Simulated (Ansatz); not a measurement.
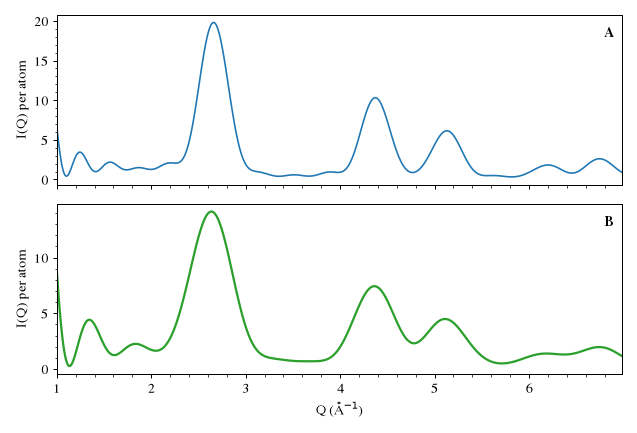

X-ray scattering of spheres cut from the crystal structure of B (Fd-3m, a = 4.052 Å, b = 4.052 Å, c = 4.052 Å, α = 90.00°, β = 90.00°, γ = 90.00°), calculated atom by atom with the Debye equation (B = 0.5 Å², no relaxation of the surface). Structure used: the geometry relaxed with Ansatz 0.2.0, DFT, PBE, plane waves (420 eV) with PAW, scalar-relativistic; the starting structure was generated, so it need not be a known form of this composition.

Question: The spheres are 14 and 20 Å across. Which curve is which?

Answer: curve A: 20 Å (489 atoms); curve B: 14 Å (159 atoms). Peak widths go roughly as 2π/D, so the largest sphere has the sharpest peaks.

Question: Index the main peaks of the largest sphere.

Answer: Q ≈ 2.66 Å⁻¹: 111; Q ≈ 4.37 Å⁻¹: 220; Q ≈ 5.13 Å⁻¹: 311; Q ≈ 6.20 Å⁻¹: 400.
